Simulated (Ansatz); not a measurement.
**Geometry relaxation, with input and output: C₃₂Si₉₆ (part 1 of 3)**

System: C₃₂Si₉₆ (P1, 128 atoms in the cell).
Method: DFT, PBEsol, PAW, plane waves (Ansatz 0.2.0).

The structure was built on a prototype by a generator.

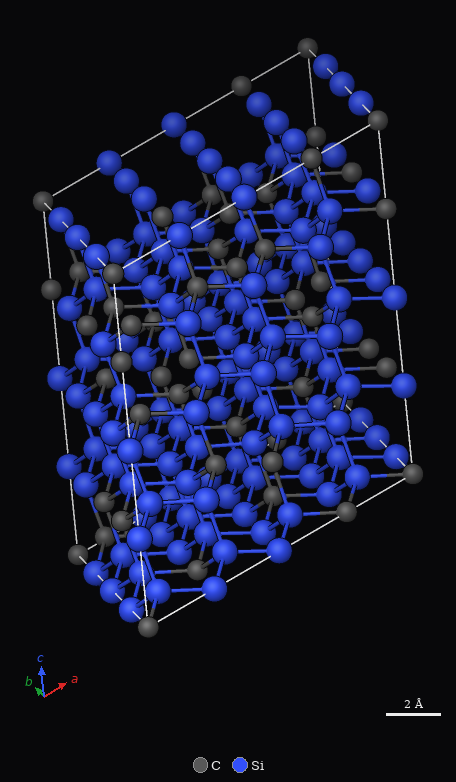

The input geometry (ball-and-stick view of the cell of the calculation, seen slightly off an axis).

Key numbers:

| quantity | value |
| --- | --- |
| outcome | converged |
| space group (tolerance 0.01 Å) | P1 (1) |
| electrons treated | 512 |
| free energy | −67519.4682 eV |
| Fermi energy | 8.315 eV |
| pressure | −0.04 GPa |
| largest force (length of the vector) at the end | 0.030 eV/Å |
| final cell | a = 13.843 Å, b = 13.843 Å, c = 13.843 Å, α = 60.00°, β = 60.00°, γ = 60.00° |
| hardware | 8 CPU threads, shared host |
| wall time | 58 s (CPU time 1.9 min) |
| peak memory | 2.3 GiB |

Notes:

The k-point mesh is coarse for a cell of this size, so the results may not be converged.

The input:
```yaml
crystal:
  lattice:
    - [0.000000, 9.926086, 9.926086]
    - [9.926086, 0.000000, 9.926086]
    - [9.926086, 9.926086, 0.000000]
  atoms:
    - { symbol: C, position: [0.000753, 0.000895, 0.999319] }
    - { symbol: C, position: [0.747623, 0.751971, 0.750105] }
    - { symbol: C, position: [0.061094, 0.064428, 0.563419] }
    - { symbol: C, position: [0.065026, 0.562103, 0.560085] }
    - { symbol: C, position: [0.252483, 0.248185, 0.001148] }
    - { symbol: C, position: [0.503046, 0.000696, 0.249259] }
    - { symbol: C, position: [0.999957, 0.497614, 0.252551] }
    - { symbol: C, position: [0.998461, 0.997831, 0.751025] }
    - { symbol: C, position: [0.249355, 0.250557, 0.500274] }
    - { symbol: C, position: [0.499590, 0.500325, 0.248514] }
    - { symbol: C, position: [0.752836, 0.248039, 0.501659] }
    - { symbol: C, position: [0.001898, 0.499624, 0.750175] }
    - { symbol: C, position: [0.498182, 0.501881, 0.751886] }
    - { symbol: C, position: [0.060902, 0.062976, 0.815051] }
    - { symbol: C, position: [0.313067, 0.316969, 0.558560] }
    - { symbol: C, position: [0.564791, 0.061369, 0.812460] }
    - { symbol: C, position: [0.810960, 0.314641, 0.561203] }
    - { symbol: C, position: [0.313526, 0.811537, 0.562002] }
    - { symbol: C, position: [0.564251, 0.562163, 0.810234] }
    - { symbol: C, position: [0.752008, 0.498950, 0.251406] }
    - { symbol: C, position: [0.313061, 0.062914, 0.310397] }
    - { symbol: C, position: [0.564360, 0.311698, 0.062769] }
    - { symbol: C, position: [0.061411, 0.811385, 0.063246] }
    - { symbol: C, position: [0.310338, 0.063236, 0.814591] }
    - { symbol: C, position: [0.750021, 0.998732, 0.001240] }
    - { symbol: C, position: [0.000750, 0.251083, 0.249025] }
    - { symbol: C, position: [0.249580, 0.502494, 0.497910] }
    - { symbol: C, position: [0.501089, 0.251926, 0.748346] }
    - { symbol: C, position: [0.753128, 0.498174, 0.497272] }
    - { symbol: C, position: [0.060320, 0.312303, 0.815303] }
    - { symbol: C, position: [0.063698, 0.812773, 0.810771] }
    - { symbol: C, position: [0.563609, 0.810909, 0.812511] }
    - { symbol: Si, position: [0.496578, 0.003787, 0.000426] }
    - { symbol: Si, position: [0.997930, 0.499364, 0.001426] }
    - { symbol: Si, position: [0.997936, 0.001203, 0.499118] }
    - { symbol: Si, position: [0.249642, 0.248975, 0.250911] }
    - { symbol: Si, position: [0.497702, 0.498226, 0.001308] }
    - { symbol: Si, position: [0.501601, 0.998499, 0.500586] }
    - { symbol: Si, position: [0.749348, 0.252452, 0.247056] }
    - { symbol: Si, position: [0.000715, 0.500066, 0.500250] }
    - { symbol: Si, position: [0.249780, 0.752773, 0.250146] }
    - { symbol: Si, position: [0.252446, 0.248734, 0.750395] }
    - { symbol: Si, position: [0.498859, 0.501846, 0.501477] }
    - { symbol: Si, position: [0.750996, 0.745298, 0.252133] }
    - { symbol: Si, position: [0.751159, 0.248178, 0.746557] }
    - { symbol: Si, position: [0.250288, 0.750138, 0.747718] }
    - { symbol: Si, position: [0.062389, 0.061688, 0.061859] }
    - { symbol: Si, position: [0.560974, 0.064439, 0.061097] }
    - { symbol: Si, position: [0.062110, 0.560988, 0.061839] }
    - { symbol: Si, position: [0.310834, 0.312827, 0.310210] }
    - { symbol: Si, position: [0.561485, 0.563294, 0.063736] }
    - { symbol: Si, position: [0.561626, 0.063836, 0.564302] }
    - { symbol: Si, position: [0.812047, 0.313655, 0.311364] }
    - { symbol: Si, position: [0.311973, 0.811663, 0.311156] }
    - { symbol: Si, position: [0.314507, 0.313287, 0.815290] }
    - { symbol: Si, position: [0.558860, 0.565494, 0.560541] }
    - { symbol: Si, position: [0.814476, 0.814445, 0.309830] }
    - { symbol: Si, position: [0.817071, 0.310791, 0.811331] }
    - { symbol: Si, position: [0.314000, 0.813105, 0.809422] }
    - { symbol: Si, position: [0.812673, 0.813007, 0.814472] }
    - { symbol: Si, position: [0.999955, 0.000647, 0.249316] }
    - { symbol: Si, position: [0.750500, 0.250934, 0.998835] }
    - { symbol: Si, position: [0.250070, 0.752770, 0.999572] }
    - { symbol: Si, position: [0.750292, 0.750103, 0.999883] }
    - { symbol: Si, position: [0.498784, 0.000792, 0.750274] }
    - { symbol: Si, position: [0.249582, 0.748270, 0.497549] }
    - { symbol: Si, position: [0.752244, 0.750897, 0.498163] }
    - { symbol: Si, position: [0.063895, 0.062026, 0.309576] }
    - { symbol: Si, position: [0.313054, 0.313157, 0.064328] }
    - { symbol: Si, position: [0.560821, 0.062827, 0.311966] }
    - { symbol: Si, position: [0.812435, 0.309277, 0.064321] }
    - { symbol: Si, position: [0.062840, 0.561704, 0.313957] }
    - { symbol: Si, position: [0.310600, 0.813356, 0.063560] }
    - { symbol: Si, position: [0.562688, 0.562350, 0.312435] }
    - { symbol: Si, position: [0.809058, 0.815586, 0.063372] }
    - { symbol: Si, position: [0.060611, 0.561439, 0.814907] }
    - { symbol: Si, position: [0.813679, 0.813999, 0.557849] }
    - { symbol: Si, position: [0.002562, 0.249518, 0.996746] }
    - { symbol: Si, position: [0.252468, 0.998872, 0.250440] }
    - { symbol: Si, position: [0.501286, 0.248075, 0.999567] }
    - { symbol: Si, position: [0.750886, 0.999596, 0.252161] }
    - { symbol: Si, position: [0.001840, 0.749610, 0.998600] }
    - { symbol: Si, position: [0.000059, 0.249163, 0.498782] }
    - { symbol: Si, position: [0.249094, 0.500550, 0.251941] }
    - { symbol: Si, position: [0.499895, 0.749428, 0.999371] }
    - { symbol: Si, position: [0.250231, 0.998522, 0.751170] }
    - { symbol: Si, position: [0.501345, 0.249562, 0.499086] }
    - { symbol: Si, position: [0.750387, 0.999641, 0.749495] }
    - { symbol: Si, position: [0.000766, 0.748852, 0.500260] }
    - { symbol: Si, position: [0.251840, 0.498671, 0.750493] }
    - { symbol: Si, position: [0.499369, 0.752640, 0.501261] }
    - { symbol: Si, position: [0.752860, 0.499734, 0.746866] }
    - { symbol: Si, position: [0.065518, 0.313789, 0.059694] }
    - { symbol: Si, position: [0.814341, 0.062535, 0.315087] }
    - { symbol: Si, position: [0.063525, 0.313551, 0.561607] }
    - { symbol: Si, position: [0.313452, 0.563331, 0.310552] }
    - { symbol: Si, position: [0.563250, 0.812484, 0.059245] }
    - { symbol: Si, position: [0.560652, 0.312276, 0.563622] }
    - { symbol: Si, position: [0.811109, 0.561449, 0.312778] }
    - { symbol: Si, position: [0.810367, 0.061227, 0.813716] }
    - { symbol: Si, position: [0.059663, 0.810907, 0.565370] }
    - { symbol: Si, position: [0.314407, 0.561294, 0.811514] }
    - { symbol: Si, position: [0.562032, 0.814167, 0.562381] }
    - { symbol: Si, position: [0.809930, 0.563243, 0.812481] }
    - { symbol: Si, position: [0.251065, 0.001593, 0.999109] }
    - { symbol: Si, position: [0.250219, 0.498018, 0.001402] }
    - { symbol: Si, position: [0.248455, 0.002010, 0.498932] }
    - { symbol: Si, position: [0.500166, 0.246773, 0.254144] }
    - { symbol: Si, position: [0.750885, 0.502005, 0.999436] }
    - { symbol: Si, position: [0.751800, 0.999306, 0.497272] }
    - { symbol: Si, position: [0.997003, 0.751151, 0.250267] }
    - { symbol: Si, position: [0.996145, 0.250885, 0.751063] }
    - { symbol: Si, position: [0.498901, 0.750602, 0.248539] }
    - { symbol: Si, position: [0.001056, 0.749568, 0.748368] }
    - { symbol: Si, position: [0.501573, 0.748136, 0.751553] }
    - { symbol: Si, position: [0.314742, 0.062582, 0.063520] }
    - { symbol: Si, position: [0.814714, 0.062736, 0.058399] }
    - { symbol: Si, position: [0.062885, 0.311380, 0.313131] }
    - { symbol: Si, position: [0.312355, 0.563837, 0.060468] }
    - { symbol: Si, position: [0.314132, 0.064184, 0.559734] }
    - { symbol: Si, position: [0.568244, 0.314254, 0.310883] }
    - { symbol: Si, position: [0.811132, 0.564020, 0.060734] }
    - { symbol: Si, position: [0.811686, 0.059597, 0.564217] }
    - { symbol: Si, position: [0.060356, 0.812111, 0.312122] }
    - { symbol: Si, position: [0.310816, 0.564604, 0.560926] }
    - { symbol: Si, position: [0.559961, 0.815004, 0.313051] }
    - { symbol: Si, position: [0.563540, 0.309645, 0.812687] }
    - { symbol: Si, position: [0.813421, 0.564978, 0.560930] }
kpoints:
  mp_grid: { grid: [1, 1, 1], shift: [0.5, 0.5, 0.5] }
hamiltonian:
  xc: pbesol
scf:
  occupations: { method: fermi_dirac, width: 0.01 }
relax:
  f_tol: 0.03
  max_steps: 80
  escape_saddle: false
  adjacent_minimum: "off"
  cell: { fix: [shape] }
output:
  forces: true
  eigenvalues: true
  populations: true
```

Log:
```
Pseudopotentials: kind: paw
Functional definition: PBEsol
  exchange = pbesol_x
  correlation = pbesol_c
Crystal: 128 atoms, lattice volume = 1955.979 Å³
Basis set: ecut = 420 eV, 38421 PW (Γ), exchange–correlation on 192×192×192 points (8 copies of the dense FFT grid, shifted against one another)
Bands: 384, of which v1, the nominal top of the filled ones, is band 256 counted from 1 (255 counted from 0)
Symmetry: 1 space group operations
Space group: P1 (ITA 1), of the structure as read, at distance tolerance 1.3e-4 Å
k-points: 1
Non-local potential: C, projectors of the file, l = 0: 2, l = 1: 2, l = 2: 1
Non-local potential: Si, projectors of the file, l = 0: 2, l = 1: 2, l = 2: 2
PAW form: soft (Blöchl's): semilocal exchange-correlation on the pseudo side does not see the compensation charge
PAW frozen core: C, regenerated for the run's functional, and the local potential with it (the file was generated under x = pbe(κ = 0.804, μ = 0.2195149727645171), c = pbe(β = 0.06672455060314922))
PAW frozen core: Si, regenerated for the run's functional, and the local potential with it (the file was generated under x = pbe(κ = 0.804, μ = 0.2195149727645171), c = pbe(β = 0.06672455060314922))
PAW one-centre angular grid: C, 110 points (default); XC on 64 Gauss nodes
PAW one-centre angular grid: Si, 110 points (default); XC on 64 Gauss nodes
Initial density: superposition of atomic densities (neutral atoms: chi_scale 0, normalization atom), corrected by the library's trained network
Initial wavefunctions: pseudopotential atomic-orbital guess
Functional: x = pbesol(κ = 0.804, μ = 0.12345679012345678), c = pbesol(β = 0.046)
SCF iter   1: F=—  HF=-67454.552542 eV  |F-HF|=—  |Δ(HF+E_count)|=         —  Δρ=7.30e-3  dr2=1.77e0  ethr=1.77e-3  ⟨swp⟩=6.0  Hψ=1773  notcnv=0  defer=80
preconditioner: auto → Resta (q_TF=auto, 2.182 Å⁻¹)  ε∞=5.8  [insulator: Δε(μ)=0.555 eV  Ē_g=8.671 eV  σ=0.010 eV  W_gap=1.00  n_scr=330 (ndim 8)  ℏωp=19.0 eV  f_vac=0.000  D(μ)=0.00/eV (n_scr^D=0)  ε∞_Penn≈5.8]
SCF iter   2: F=—  HF=-67454.278803 eV  |F-HF|=—  |Δ(HF+E_count)|=   2.74e-1  Δρ=3.11e-3  dr2=3.21e-1  ethr=3.46e-4  ⟨swp⟩=1.0  Hψ=442  notcnv=0  defer=112
SCF iter   3: F=—  HF=-67454.215101 eV  |F-HF|=—  |Δ(HF+E_count)|=   6.37e-2  Δρ=5.93e-4  dr2=8.65e-3  ethr=6.26e-5  ⟨swp⟩=2.0  Hψ=390  notcnv=0  defer=123
SCF iter   4: F=—  HF=-67454.216840 eV  |F-HF|=—  |Δ(HF+E_count)|=   1.74e-3  Δρ=1.16e-4  dr2=3.56e-4  ethr=1.69e-6  ⟨swp⟩=3.0  Hψ=473  notcnv=0  defer=123
SCF iter   5: F=—  HF=-67454.216897 eV  |F-HF|=—  |Δ(HF+E_count)|=   5.76e-5  Δρ=2.96e-5  dr2=2.09e-5  ethr=6.96e-8  ⟨swp⟩=2.0  Hψ=495  notcnv=0  defer=123
SCF iter   6: F=—  HF=-67454.216354 eV  |F-HF|=—  |Δ(HF+E_count)|=   5.44e-4  Δρ=5.60e-6  dr2=7.10e-7  ethr=4.08e-9  ⟨swp⟩=2.0  Hψ=608  notcnv=0  defer=123
SCF iter   7: F=-67454.216354 eV  HF=-67454.216354 eV  |F-HF|=5.56e-9  |Δ(HF+E_count)|=   2.94e-7  Δρ=1.27e-6  dr2=4.22e-8  ethr=1.95e-11  ⟨swp⟩=14.0  Hψ=2358  notcnv=0
SCF 1 converged in 7 iterations: F = -67454.216354 eV  dr2 = 4.22e-8
  greatest PAW one-centre occupation: 0.678 electrons in one spin orbital (limit 2), on the Si atom at site 38 (counted from 0), in its partial waves of l = 0
relax step   1: F+E_penalty+E_count = -67454.21635384 eV  Δ(F+E_penalty+E_count) = +0.000e0 eV  max|allowed force component| = 6.477e0 eV/Å  Δτ_max = 0.0000 Å  P = +8.128 GPa  Ω = 1955.979 Å³  fix = [alpha, beta, gamma, b/a, c/a]  reactions: b/a +1.786, c/a -0.853 GPa; alpha +1.496, beta +0.486, gamma +1.448 GPa/rad  (7 SCF iters, dr2 threshold 1.00e-7 eV, accepted)
Crystal: 128 atoms, lattice volume = 1981.838 Å³
Basis set: ecut = 420 eV, 38781 PW (Γ), exchange–correlation on 192×192×192 points (8 copies of the dense FFT grid, shifted against one another)
Initial density: handed on by an earlier stage of this run
Initial wavefunctions: those handed on with the density
iter 1 solved again at ethr=1.52e-3 eV; its pass at ethr=3.10e-3 eV (dr2=7.77e0 eV) is discarded
SCF iter   1: F=—  HF=-67494.957441 eV  |F-HF|=—  |Δ(HF+E_count)|=         —  Δρ=1.78e-2  dr2=7.79e0  ethr=1.52e-3  ⟨swp⟩=4.0  Hψ=1943  notcnv=0
preconditioner: auto → Resta (q_TF=auto, 2.177 Å⁻¹)  ε∞=5.6  [insulator: Δε(μ)=0.590 eV  Ē_g=8.754 eV  σ=0.010 eV  W_gap=1.00  n_scr=330 (ndim 8)  ℏωp=18.9 eV  f_vac=0.000  D(μ)=0.00/eV (n_scr^D=0)  ε∞_Penn≈5.6]
SCF iter   2: F=—  HF=-67493.589851 eV  |F-HF|=—  |Δ(HF+E_count)|=    1.37e0  Δρ=8.01e-3  dr2=1.23e0  ethr=1.52e-3  ⟨swp⟩=3.0  Hψ=465  notcnv=0
SCF iter   3: F=—  HF=-67493.328873 eV  |F-HF|=—  |Δ(HF+E_count)|=   2.61e-1  Δρ=1.51e-3  dr2=4.99e-2  ethr=2.41e-4  ⟨swp⟩=5.0  Hψ=788  notcnv=0
SCF iter   4: F=—  HF=-67493.327162 eV  |F-HF|=—  |Δ(HF+E_count)|=   1.71e-3  Δρ=3.08e-4  dr2=3.25e-3  ethr=9.74e-6  ⟨swp⟩=5.0  Hψ=852  notcnv=0
SCF iter   5: F=—  HF=-67493.325940 eV  |F-HF|=—  |Δ(HF+E_count)|=   1.22e-3  Δρ=7.93e-5  dr2=1.97e-4  ethr=6.35e-7  ⟨swp⟩=2.0  Hψ=698  notcnv=0
SCF iter   6: F=-67493.325958 eV  HF=-67493.325958 eV  |F-HF|=1.22e-7  |Δ(HF+E_count)|=   1.77e-5  Δρ=1.49e-5  dr2=5.75e-6  ethr=2.50e-9  ⟨swp⟩=8.0  Hψ=2091  notcnv=0
SCF 2 converged in 6 iterations: F = -67493.325958 eV  dr2 = 5.75e-6
  greatest PAW one-centre occupation: 0.662 electrons in one spin orbital (limit 2), on the Si atom at site 56 (counted from 0), in its partial waves of l = 0
relax step   2: F+E_penalty+E_count = -67493.32595803 eV  Δ(F+E_penalty+E_count) = -3.911e1 eV  max|allowed force component| = 2.717e0 eV/Å  Δτ_max = 0.1947 Å  P = -0.371 GPa  Ω = 1981.838 Å³  energy of the carried Pulay correction = -1.724e-2 eV  fix = [alpha, beta, gamma, b/a, c/a]  reactions: b/a +0.795, c/a -0.247 GPa; alpha +1.365, beta +0.205, gamma +1.459 GPa/rad  (6 SCF iters, dr2 threshol
[... from here on the SCF iterations and repeated set-up lines of each step are left out, up to the last step ...]
relax step   3: F+E_penalty+E_count = -67509.67166247 eV  Δ(F+E_penalty+E_count) = -1.635e1 eV  max|allowed force component| = 1.476e0 eV/Å  Δτ_max = 0.1990 Å  P = +0.388 GPa  Ω = 1918.974 Å³  energy of the carried Pulay correction = +2.508e-2 eV  fix = [alpha, beta, gamma, b/a, c/a]  reactions: b/a +0.549, c/a +0.134 GPa; alpha +1.313, beta +0.027, gamma +1.228 GPa/rad  (6 SCF iters, dr2 threshol
relax step   4: F+E_penalty+E_count = -67513.88925417 eV  Δ(F+E_penalty+E_count) = -4.218e0 eV  max|allowed force component| = 8.927e-1 eV/Å  Δτ_max = 0.2000 Å  P = +0.167 GPa  Ω = 1903.700 Å³  energy of the carried Pulay correction = +3.557e-2 eV  fix = [alpha, beta, gamma, b/a, c/a]  reactions: b/a +0.643, c/a +0.084 GPa; alpha +1.392, beta -0.230, gamma +1.121 GPa/rad  (6 SCF iters, dr2 thresho
relax step   5: F+E_penalty+E_count = -67515.21329755 eV  Δ(F+E_penalty+E_count) = -1.324e0 eV  max|allowed force component| = 2.574e0 eV/Å  Δτ_max = 0.1975 Å  P = +1.017 GPa  Ω = 1887.638 Å³  energy of the carried Pulay correction = +4.669e-2 eV  fix = [alpha, beta, gamma, b/a, c/a]  reactions: b/a +1.377, c/a -0.577 GPa; alpha +1.493, beta -0.521, gamma +1.259 GPa/rad  (6 SCF iters, dr2 threshol
relax step   6: F+E_penalty+E_count = -67516.48431584 eV  Δ(F+E_penalty+E_count) = -1.271e0 eV  max|allowed force component| = 9.740e-1 eV/Å  Δτ_max = 0.1547 Å  P = +0.134 GPa  Ω = 1894.715 Å³  energy of the carried Pulay correction = +4.178e-2 eV  fix = [alpha, beta, gamma, b/a, c/a]  reactions: b/a +1.050, c/a -0.244 GPa; alpha +1.223, beta -0.361, gamma +0.855 GPa/rad  (6 SCF iters, dr2 thresho
relax step   7: F+E_penalty+E_count = -67517.20183813 eV  Δ(F+E_penalty+E_count) = -7.175e-1 eV  max|allowed force component| = 6.484e-1 eV/Å  Δτ_max = 0.2000 Å  P = +0.115 GPa  Ω = 1897.009 Å³  energy of the carried Pulay correction = +4.019e-2 eV  fix = [alpha, beta, gamma, b/a, c/a]  reactions: b/a +1.203, c/a -0.256 GPa; alpha +1.095, beta -0.527, gamma +0.754 GPa/rad  (6 SCF iters, dr2 thresh
relax step   8: F+E_penalty+E_count = -67517.66622353 eV  Δ(F+E_penalty+E_count) = -4.644e-1 eV  max|allowed force component| = 4.095e-1 eV/Å  Δτ_max = 0.1949 Å  P = -0.019 GPa  Ω = 1899.663 Å³  energy of the carried Pulay correction = +3.835e-2 eV  fix = [alpha, beta, gamma, b/a, c/a]  reactions: b/a +1.512, c/a -0.475 GPa; alpha +1.031, beta -0.844, gamma +0.719 GPa/rad  (6 SCF iters, dr2 thresh
relax step   9: F+E_penalty+E_count = -67517.88475323 eV  Δ(F+E_penalty+E_count) = -2.185e-1 eV  max|allowed force component| = 3.813e-1 eV/Å  Δτ_max = 0.2000 Å  P = +0.053 GPa  Ω = 1895.728 Å³  energy of the carried Pulay correction = +4.107e-2 eV  fix = [alpha, beta, gamma, b/a, c/a]  reactions: b/a +1.721, c/a -0.590 GPa; alpha +1.018, beta -0.967, gamma +0.577 GPa/rad  (6 SCF iters, dr2 thresh
relax step  10: F+E_penalty+E_count = -67517.94682089 eV  Δ(F+E_penalty+E_count) = -6.207e-2 eV  max|allowed force component| = 2.862e-1 eV/Å  Δτ_max = 0.1004 Å  P = +0.004 GPa  Ω = 1895.850 Å³  energy of the carried Pulay correction = +4.099e-2 eV  fix = [alpha, beta, gamma, b/a, c/a]  reactions: b/a +1.806, c/a -0.674 GPa; alpha +1.034, beta -1.096, gamma +0.620 GPa/rad  (6 SCF iters, dr2 thresh
relax step  11: F+E_penalty+E_count = -67517.98027179 eV  Δ(F+E_penalty+E_count) = -3.345e-2 eV  max|allowed force component| = 9.673e-2 eV/Å  Δτ_max = 0.0244 Å  P = -0.016 GPa  Ω = 1895.719 Å³  energy of the carried Pulay correction = +4.108e-2 eV  fix = [alpha, beta, gamma, b/a, c/a]  reactions: b/a +1.759, c/a -0.639 GPa; alpha +1.054, beta -1.056, gamma +0.624 GPa/rad  (6 SCF iters, dr2 thresh
relax step  12: F+E_penalty+E_count = -67517.79571734 eV  Δ(F+E_penalty+E_count) = +1.846e-1 eV  max|allowed force component| = 9.393e-1 eV/Å  Δτ_max = 0.1995 Å  P = -0.042 GPa  Ω = 1891.439 Å³  energy of the carried Pulay correction = +4.405e-2 eV  fix = [alpha, beta, gamma, b/a, c/a]  (7 SCF iters, dr2 threshold 5.85e-7 eV, rejected (line search))
relax step  13: F+E_penalty+E_count = -67518.01888946 eV  Δ(F+E_penalty+E_count) = -3.862e-2 eV  max|allowed force component| = 1.160e-1 eV/Å  Δτ_max = 0.0789 Å  P = +0.013 GPa  Ω = 1893.872 Å³  energy of the carried Pulay correction = +4.236e-2 eV  fix = [alpha, beta, gamma, b/a, c/a]  reactions: b/a +1.720, c/a -0.613 GPa; alpha +1.107, beta -0.978, gamma +0.555 GPa/rad  (9 SCF iters, accepted)
relax step  14: F+E_penalty+E_count = -67518.05122475 eV  Δ(F+E_penalty+E_count) = -3.234e-2 eV  max|allowed force component| = 2.322e-1 eV/Å  Δτ_max = 0.0956 Å  P = -0.024 GPa  Ω = 1892.312 Å³  energy of the carried Pulay correction = +4.344e-2 eV  fix = [alpha, beta, gamma, b/a, c/a]  reactions: b/a +1.610, c/a -0.563 GPa; alpha +1.148, beta -0.815, gamma +0.402 GPa/rad  (7 SCF iters, dr2 thresh
relax step  15: F+E_penalty+E_count = -67518.10412403 eV  Δ(F+E_penalty+E_count) = -5.290e-2 eV  max|allowed force component| = 3.452e-1 eV/Å  Δτ_max = 0.1461 Å  P = -0.034 GPa  Ω = 1889.873 Å³  energy of the carried Pulay correction = +4.513e-2 eV  fix = [alpha, beta, gamma, b/a, c/a]  reactions: b/a +1.336, c/a -0.408 GPa; alpha +1.162, beta -0.491, gamma +0.137 GPa/rad  (6 SCF iters, dr2 thresh
relax step  16: F+E_penalty+E_count = -67518.17629532 eV  Δ(F+E_penalty+E_count) = -7.217e-2 eV  max|allowed force component| = 5.800e-1 eV/Å  Δτ_max = 0.1931 Å  P = -0.040 GPa  Ω = 1886.926 Å³  energy of the carried Pulay correction = +4.718e-2 eV  fix = [alpha, beta, gamma, b/a, c/a]  reactions: b/a +0.953, c/a -0.218 GPa; alpha +1.094, beta -0.150, gamma -0.064 GPa/rad  (6 SCF iters, dr2 thresh
relax step  17: F+E_penalty+E_count = -67518.12795608 eV  Δ(F+E_penalty+E_count) = +4.834e-2 eV  max|allowed force component| = 6.103e-1 eV/Å  Δτ_max = 0.2000 Å  P = +0.439 GPa  Ω = 1877.694 Å³  energy of the carried Pulay correction = +5.362e-2 eV  fix = [alpha, beta, gamma, b/a, c/a]  (6 SCF iters, dr2 threshold 1.28e-5 eV, rejected (line search))
```
